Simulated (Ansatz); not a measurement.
# Geometry relaxation, with input and output: Ta4N5 (part 1 of 2)

- system: Ta4N5 (I4/m, 9 atoms in the cell)
- method: DFT r2SCAN, scalar-relativistic, plane waves, PAW, no spin polarisation (Ansatz 0.2.0)

The structure derives from a Materials Project entry. It belongs to a series of runs on one base structure; here: relaxed at 4 GPa. Figures and captions count atoms from 1; the log counts them from 0 in places.

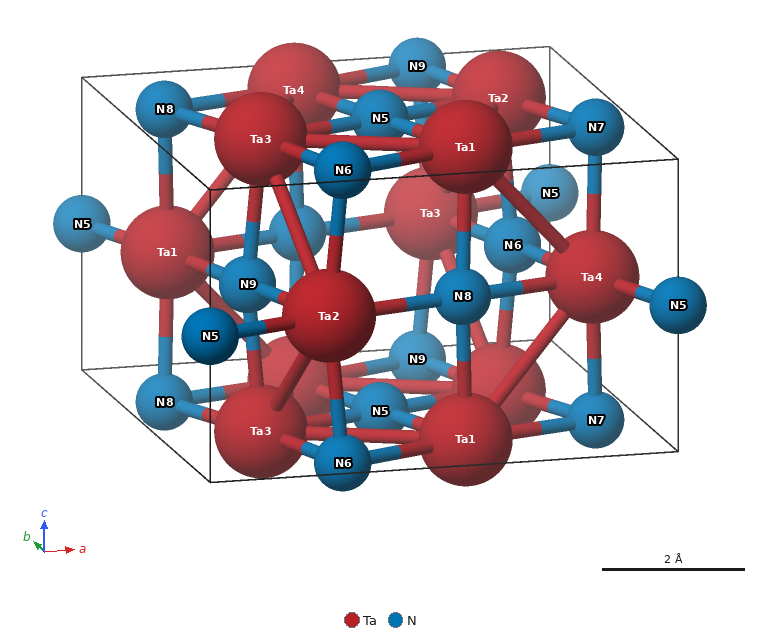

**Figure 1.** The structure as given in the input (ball-and-stick view of the cell 2 times as large as that of the calculation, set on its symmetry axes, seen slightly off an axis; atoms are numbered from 1 in the order of the input). An atom can appear more than once, as a periodic image.

### The input
```yaml
crystal:
  lattice:
    - [-3.4182267039, 3.4182267039, 2.1233573972]
    - [3.4182267039, -3.4182267039, 2.1233573972]
    - [3.4182267039, 3.4182267039, -2.1233573972]
  atoms:
    - { symbol: Ta, position: [0.78299359, 0.6055762794, 0.3885698694] }
    - { symbol: Ta, position: [0.3944237206, 0.78299359, 0.1774173106] }
    - { symbol: Ta, position: [0.6055762794, 0.21700641, 0.8225826894] }
    - { symbol: Ta, position: [0.21700641, 0.3944237206, 0.6114301306] }
    - { symbol: "N", position: [0.5, 0.5, 0.0] }
    - { symbol: "N", position: [0.9083514574, 0.3083174187, 0.216668876] }
    - { symbol: "N", position: [0.6916825813, 0.9083514574, 0.6000340387] }
    - { symbol: "N", position: [0.3083174187, 0.0916485426, 0.3999659613] }
    - { symbol: "N", position: [0.0916485426, 0.6916825813, 0.783331124] }
basis:
  ecutwfc: 500
kpoints:
  mp_grid: { grid: [10, 10, 10] }
hamiltonian:
  xc: r2scan
scf:
  occupations: { method: gaussian, width: 0.1 }
output:
  forces: true
  stress: true
  eigenvalues: true
relax:
  adjacent_minimum: "off"
  f_tol: 0.008
  max_steps: 50
  cell: { stress_tol: 0.08, p_target: 4.0 }
```

Machine: 2 threads of Oxide Virtual Turin-like (Zen 5), 32 GiB of memory available, shared host.

Launch command:
```bash
ansatz run input.yaml --threads 2 --pin off --max-ram 5120MiB --backend cpu --events-out ev --progress --plain --runs-dir out
```

### Log
```
Engine: ansatz 0.2.0, x86_64-unknown-linux-gnu
Pseudopotentials: kind: paw
Pseudopotential: Ta, paw, valence charge 13, recommended cutoff 500 eV (meta_gga), Ta.paw.azcp
Pseudopotential: N, paw, valence charge 5, recommended cutoff 500 eV (meta_gga), N.paw.azcp
Functional definition: r2SCAN
  parameter k0 = 0.174
  parameter k1 = 0.065
  parameter a1 = 4.9479
  exchange = r2scan_x(k0 = k0, k1 = k1, a1 = a1)
  correlation = r2scan_c
Crystal: 9 atoms, lattice volume = 99.240 Å³
Basis set: ecut = 500 eV, 2519 PW (Γ), exchange–correlation on 160×160×160 points (64 copies of the dense FFT grid, shifted against one another)
Bands: 48, of which v1, the nominal top of the filled ones, is band 39 counted from 1 (38 counted from 0)
Symmetry: 8 space group operations
Space group: I4/m (ITA 87), of the structure as read, at distance tolerance 4.6e-5 Å
k-points: 144 of 1000
Non-local potential: Ta, projectors of the file, l = 0: 3, l = 1: 2, l = 2: 2, l = 3: 1
Non-local potential: N, projectors of the file, l = 0: 2, l = 1: 2, l = 2: 1
PAW form: soft (Blöchl's): semilocal exchange-correlation on the pseudo side does not see the compensation charge
PAW frozen core: Ta, regenerated for the run's functional (the file was generated under x = pbe(κ = 0.804, μ = 0.2195149727645171), c = pbe(β = 0.06672455060314922))
PAW frozen core: N, regenerated for the run's functional (the file was generated under x = pbe(κ = 0.804, μ = 0.2195149727645171), c = pbe(β = 0.06672455060314922))
PAW one-centre angular grid: Ta, 590 points (default); XC on 160 Gauss nodes
PAW one-centre angular grid: N, 302 points (default); XC on 160 Gauss nodes
Initial density: superposition of atomic densities (neutral atoms: chi_scale 0, normalization atom), corrected by the library's trained network
Initial wavefunctions: pseudopotential atomic-orbital guess
Functional: x = r2scan, c = r2scan; τ floored in thin density (d = 2e-4 eV/Å³)
SCF iter   1: F=—  HF=-41712.476485 eV  |F-HF|=—  |Δ(HF+E_count)|=         —  Δρ=1.13e-2  dr2=8.14e-2  dr2_τ=6.60e-1  ethr=1.77e-3  ⟨swp⟩=7.0  Hψ=28746  notcnv=0
preconditioner: auto → LDOS  [metal: Δε(μ)=0.009 eV  Ē_g=10.406 eV  σ=0.100 eV  W_gap=0.05  n_scr=36 (ndim 8)  ℏωp=25.0 eV  f_vac=0.017  D(μ)=1.67/eV (n_scr^D=12)  β→1.0]
SCF iter   2: F=—  HF=-41712.741555 eV  |F-HF|=—  |Δ(HF+E_count)|=   2.65e-1  Δρ=4.73e-3  dr2=2.67e-2  dr2_τ=3.06e-3  ethr=1.06e-4  ⟨swp⟩=2.0  Hψ=13957  notcnv=0  defer=427
SCF iter   3: F=—  HF=-41712.746323 eV  |F-HF|=—  |Δ(HF+E_count)|=   4.77e-3  Δρ=5.69e-3  dr2=4.18e-2  dr2_τ=4.04e-3  ethr=3.47e-5  ⟨swp⟩=2.8  Hψ=11223  notcnv=0  defer=427
SCF iter   4: F=—  HF=-41712.737488 eV  |F-HF|=—  |Δ(HF+E_count)|=   8.83e-3  Δρ=4.47e-4  dr2=1.77e-4  dr2_τ=2.31e-5  ethr=3.47e-5  ⟨swp⟩=2.0  Hψ=10393  notcnv=0  defer=427
SCF iter   5: F=—  HF=-41712.737580 eV  |F-HF|=—  |Δ(HF+E_count)|=   9.23e-5  Δρ=1.30e-4  dr2=1.25e-5  dr2_τ=1.74e-6  ethr=2.30e-7  ⟨swp⟩=2.0  Hψ=10056  notcnv=0  defer=427
SCF iter   6: F=—  HF=-41712.737587 eV  |F-HF|=—  |Δ(HF+E_count)|=   7.17e-6  Δρ=4.35e-5  dr2=1.50e-6  dr2_τ=2.75e-7  ethr=1.62e-8  ⟨swp⟩=2.0  Hψ=9922  notcnv=0  defer=427
SCF iter   7: F=—  HF=-41712.737589 eV  |F-HF|=—  |Δ(HF+E_count)|=   2.12e-6  Δρ=1.36e-5  dr2=1.08e-7  dr2_τ=5.33e-9  ethr=1.95e-9  ⟨swp⟩=2.0  Hψ=9993  notcnv=0  defer=427
SCF iter   8: F=-41712.737590 eV  HF=-41712.737590 eV  |F-HF|=6.79e-9  |Δ(HF+E_count)|=   4.10e-7  Δρ=2.38e-6  dr2=3.64e-9  dr2_τ=2.95e-10  ethr=1.30e-10  ⟨swp⟩=11.8  Hψ=32644  notcnv=0
SCF 1 converged in 8 iterations: F = -41712.737590 eV  dr2 = 3.64e-9
  greatest PAW one-centre occupation: 0.998 electrons in one spin orbital (limit 2), on the Ta atom at site 3 (counted from 0), in its partial waves of l = 0
relax step   1: F+E_penalty+E_count = -41712.73758967 eV  Δ(F+E_penalty+E_count) = +0.000e0 eV  max|allowed force component| = 5.511e-2 eV/Å  Δτ_max = 0.0000 Å  P = +4.225 GPa  Ω = 99.240 Å³  (8 SCF iters, dr2 threshold 1.00e-7 eV, accepted)
Crystal: 9 atoms, lattice volume = 99.238 Å³
Initial density: handed on by an earlier stage of this run
Initial wavefunctions: those handed on with the density
iter 1 solved again at ethr=4.65e-7 eV; its pass at ethr=3.10e-3 eV (dr2=3.58e-4 eV) is discarded
SCF iter   1: F=—  HF=-41712.737577 eV  |F-HF|=—  |Δ(HF+E_count)|=         —  Δρ=6.61e-4  dr2=3.45e-4  dr2_τ=5.21e-3  ethr=4.65e-7  ⟨swp⟩=3.5  Hψ=36345  notcnv=0
preconditioner: auto → LDOS  [metal: Δε(μ)=0.009 eV  Ē_g=10.336 eV  σ=0.100 eV  W_gap=0.05  n_scr=36 (ndim 8)  ℏωp=25.0 eV  f_vac=0.016  D(μ)=1.66/eV (n_scr^D=4)  β→1.0]
SCF iter   2: F=—  HF=-41712.738307 eV  |F-HF|=—  |Δ(HF+E_count)|=   7.30e-4  Δρ=3.82e-4  dr2=1.77e-4  dr2_τ=1.80e-5  ethr=4.48e-7  ⟨swp⟩=2.0  Hψ=11908  notcnv=0
SCF iter   3: F=—  HF=-41712.738245 eV  |F-HF|=—  |Δ(HF+E_count)|=   6.15e-5  Δρ=8.14e-5  dr2=5.06e-6  dr2_τ=7.25e-7  ethr=2.30e-7  ⟨swp⟩=2.0  Hψ=11860  notcnv=0
SCF iter   4: F=—  HF=-41712.738245 eV  |F-HF|=—  |Δ(HF+E_count)|=   1.90e-8  Δρ=1.90e-5  dr2=2.36e-7  dr2_τ=1.92e-8  ethr=6.57e-9  ⟨swp⟩=2.3  Hψ=10988  notcnv=0
SCF iter   5: F=-41712.738245 eV  HF=-41712.738245 eV  |F-HF|=5.08e-8  |Δ(HF+E_count)|=   1.45e-7  Δρ=6.67e-6  dr2=6.27e-8  dr2_τ=6.83e-9  ethr=2.80e-10  ⟨swp⟩=7.1  Hψ=30528  notcnv=0
SCF 2 converged in 5 iterations: F = -41712.738245 eV  dr2 = 6.27e-8
relax step   2: F+E_penalty+E_count = -41712.73824510 eV  Δ(F+E_penalty+E_count) = -6.554e-4 eV  max|allowed force component| = 3.349e-2 eV/Å  Δτ_max = 0.0063 Å  P = +3.931 GPa  Ω = 99.238 Å³  energy of the carried Pulay correction = +7.392e-7 eV  (5 SCF iters, dr2 threshold 2.16e-7 eV, accepted)
Crystal: 9 atoms, lattice volume = 99.228 Å³
iter 1 solved again at ethr=3.72e-8 eV; its pass at ethr=3.10e-3 eV (dr2=2.87e-5 eV) is discarded
SCF iter   1: F=—  HF=-41712.737930 eV  |F-HF|=—  |Δ(HF+E_count)|=         —  Δρ=2.01e-4  dr2=2.62e-5  dr2_τ=6.54e-4  ethr=3.72e-8  ⟨swp⟩=2.8  Hψ=32257  notcnv=0
preconditioner: auto → LDOS  [metal: Δε(μ)=0.007 eV  Ē_g=10.339 eV  σ=0.100 eV  W_gap=0.04  n_scr=36 (ndim 8)  ℏωp=25.0 eV  f_vac=0.017  D(μ)=1.65/eV (n_scr^D=4)  β→1.0]
SCF iter   2: F=—  HF=-41712.738130 eV  |F-HF|=—  |Δ(HF+E_count)|=   2.00e-4  Δρ=1.18e-4  dr2=2.09e-5  dr2_τ=1.63e-6  ethr=3.40e-8  ⟨swp⟩=2.4  Hψ=14739  notcnv=0
SCF iter   3: F=—  HF=-41712.738124 eV  |F-HF|=—  |Δ(HF+E_count)|=   5.81e-6  Δρ=4.96e-5  dr2=2.15e-6  dr2_τ=2.67e-7  ethr=2.71e-8  ⟨swp⟩=2.0  Hψ=10983  notcnv=0
SCF iter   4: F=—  HF=-41712.738124 eV  |F-HF|=—  |Δ(HF+E_count)|=   1.54e-9  Δρ=2.15e-5  dr2=4.76e-7  dr2_τ=8.26e-8  ethr=2.80e-9  ⟨swp⟩=2.0  Hψ=10055  notcnv=0
SCF iter   5: F=-41712.738124 eV  HF=-41712.738124 eV  |F-HF|=4.55e-9  |Δ(HF+E_count)|=   5.25e-8  Δρ=5.46e-6  dr2=1.69e-8  dr2_τ=2.66e-9  ethr=9.10e-11  ⟨swp⟩=3.8  Hψ=29006  notcnv=0
SCF 3 converged in 5 iterations: F = -41712.738124 eV  dr2 = 1.69e-8
relax step   3: F+E_penalty+E_count = -41712.73812378 eV  Δ(F+E_penalty+E_count) = +1.213e-4 eV  max|allowed force component| = 5.331e-3 eV/Å  Δτ_max = 0.0014 Å  P = +4.003 GPa  Ω = 99.228 Å³  energy of the carried Pulay correction = +5.592e-6 eV  (5 SCF iters, dr2 threshold 7.01e-8 eV, accepted)
Initial wavefunctions: pseudopotential atomic-orbital guess (no wavefunctions were taken with the density)
iter 1 solved again at ethr=4.36e-8 eV; its pass at ethr=3.10e-3 eV (dr2=3.35e-5 eV) is discarded
SCF iter   1: F=—  HF=-41712.738117 eV  |F-HF|=—  |Δ(HF+E_count)|=         —  Δρ=5.80e-6  dr2=1.64e-8  dr2_τ=6.57e-9  ethr=4.36e-8  ⟨swp⟩=4.9  Hψ=52435  notcnv=0
preconditioner: auto → LDOS  [metal: Δε(μ)=0.008 eV  Ē_g=10.339 eV  σ=0.100 eV  W_gap=0.04  n_scr=36 (ndim 8)  ℏωp=25.0 eV  f_vac=0.017  D(μ)=1.65/eV (n_scr^D=4)  β→1.0]
SCF iter   2: F=—  HF=-41712.738118 eV  |F-HF|=—  |Δ(HF+E_count)|=   4.82e-7  Δρ=4.56e-6  dr2=2.09e-8  dr2_τ=2.43e-9  ethr=2.13e-11  ⟨swp⟩=3.0  Hψ=15140  notcnv=0
SCF iter   3: F=—  HF=-41712.738118 eV  |F-HF|=—  |Δ(HF+E_count)|=   4.18e-9  Δρ=1.97e-6  dr2=5.11e-9  dr2_τ=4.78e-10  ethr=2.13e-11  ⟨swp⟩=2.1  Hψ=10130  notcnv=0
SCF iter   4: F=-41712.738118 eV  HF=-41712.738118 eV  |F-HF|=8.00e-11  |Δ(HF+E_count)|=  9.90e-10  Δρ=3.36e-7  dr2=9.68e-11  dr2_τ=1.56e-11  ethr=1.00e-12  ⟨swp⟩=6.1  Hψ=33863  notcnv=0
SCF 4 converged in 4 iterations: F = -41712.738118 eV  dr2 = 9.68e-11
  greatest PAW one-centre occupation: 0.998 electrons in one spin orbital (limit 2), on the Ta atom at site 2 (counted from 0), in its partial waves of l = 0
relax step   4: F+E_penalty+E_count = -41712.73811789 eV  Δ(F+E_penalty+E_count) = +5.894e-6 eV  max|allowed force component| = 5.451e-3 eV/Å  Δτ_max = 0.0000 Å  P = +4.003 GPa  Ω = 99.228 Å³  stress off target by 3.13e-2 GPa  SCF on the basis re-selected at this cell (its energy is not comparable with the rows above)  (4 SCF iters)
```

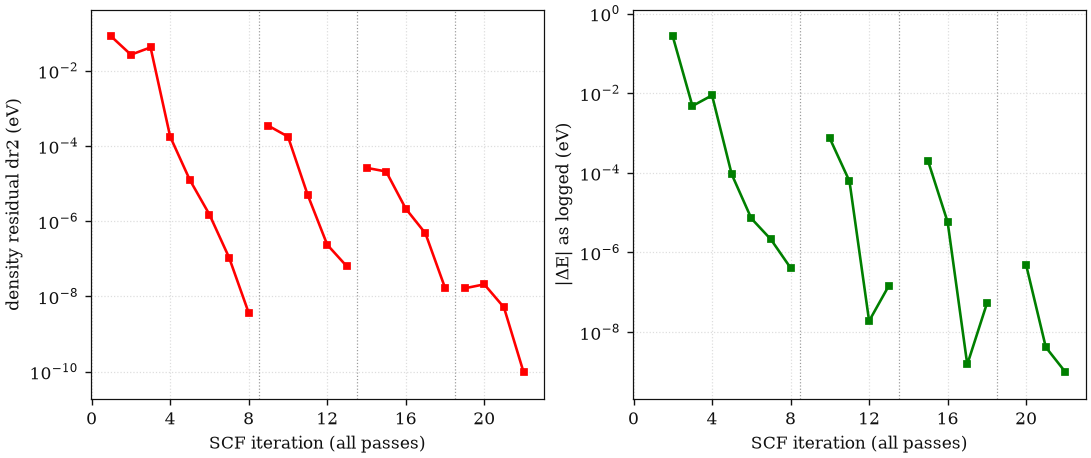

**Figure 2.** Convergence of the self-consistent field: density residual dr2 and size of the energy change against the SCF iteration. The dotted lines part the SCF passes of the relaxation: geometry steps, rejected trials and re-solves on a re-selected basis. The passes take 8, 5, 5 and 4 iterations.

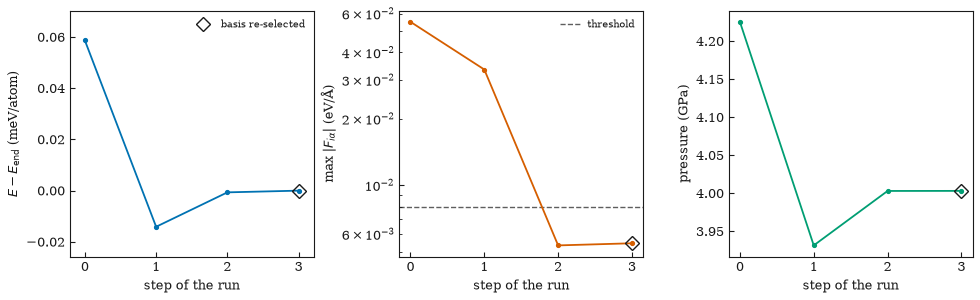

**Figure 3.** Progress of the relaxation, step by step (the first geometry is step 0 here and step 1 in the log). The largest moves relative to the cell, 0.005 Å, are those of N6, N7, N8 and N9. Largest moves by element: N 0.005 Å, Ta 0.002 Å. The space group stays I4/m (No. 87). The energy falls by 0.1 meV per atom in 2 geometry steps. Largest force component: 0.055 eV/Å at the start, 0.0055 eV/Å at the end. Pressure: 4.23 GPa at the start and 4.00 GPa at the end. A last SCF at the same geometry on a re-selected plane-wave basis shifts the energy by +0.0 meV per atom. (Atoms are counted from 1 in the order of the input.)
